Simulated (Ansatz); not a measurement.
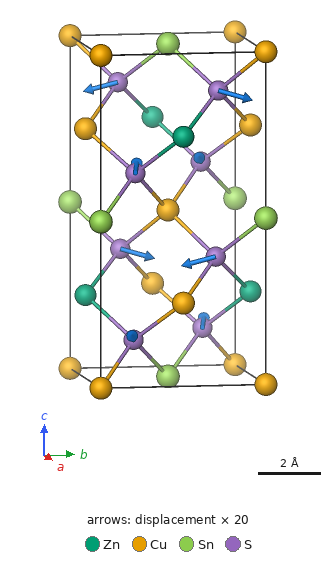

This is a relaxation of crystalline ZnCu$_{2}$SnS$_{4}$ (set up in I-4). The starting structure is drawn; blue arrows show the displacements, 20 times their true length.

A ball-and-stick model of the conventional cell (2 times the calculation's cell), seen slightly off an axis. Lengths and directions refer to the drawn axes.

Theory: Ansatz 0.2.0, DFT, PBE, plane-wave PAW, default files, scalar-relativistic.

Input
```yaml
crystal:
  lattice:
    - [-2.7171, 2.7171, 5.4248]
    - [2.7171, -2.7171, 5.4248]
    - [2.7171, 2.7171, -5.4248]
  atoms:
    - { symbol: Zn, position: [0.25, 0.75, 0.5] }
    - { symbol: Cu, position: [0.0, 0.0, 0.0] }
    - { symbol: Cu, position: [0.75, 0.25, 0.5] }
    - { symbol: Sn, position: [0.5, 0.5, 0.0] }
    - { symbol: S, position: [0.37161, 0.88441, 0.9996] }
    - { symbol: S, position: [0.11559, 0.11519, 0.4872] }
    - { symbol: S, position: [0.88481, 0.37201, 0.0004] }
    - { symbol: S, position: [0.62799, 0.62839, 0.5128] }
kpoints:
  mp_grid: { grid: [7, 7, 7] }
scf:
  occupations: { method: fermi_dirac, width: 0.02 }
hamiltonian:
  xc: pbe
  pseudopotentials: { kind: paw }
output:
  forces: true
  stress: true
  populations: true
  efg:
    quadrupole_moments_barn: { Zn: 0.122, Cu: -0.22, Sn: -0.132, S: -0.0694 }
    contact_densities: true
  write_density: true
  write_potential: true
  elf: true
  volumetric_format: npy
relax:
  f_tol: 0.02
  max_steps: 60
```

Run as
```bash
ansatz run input.yaml --threads 1 --pin off --max-ram 3072MiB --backend cpu --events-out ev --progress --plain --runs-dir out
```

Question: Which element moves most?

Answer: Sulfur: up to 0.059 Å, against 0.000 Å for copper.

Question: Describe the change and its energy.

Answer: The largest moves, 0.059 Å, are those of S5, S6, S7 and S8. S8 goes roughly along [1 3 0]. Cu and Zn and Sn stay in place. The cell doesn't change. Among the contacts that change: Sn4–S5 2.412 → 2.461 Å, Cu2–S5 2.332 → 2.303 Å, Zn1–S5 2.331 → 2.348 Å. Among the angles between lasting bonds that change: Cu2–S7–Cu3 110.7° → 113.0°, Zn1–S7–Sn4 108.1° → 105.9°, S5–Cu2–S7 106.8° → 104.7°. The space group stays I-4 (No. 82). The energy falls by 9.0 meV per atom in 2 accepted moves (3 points after the start). The largest force component goes from 0.56 to 0.019 eV/Å. 1 step only repeated the SCF at the same geometry.
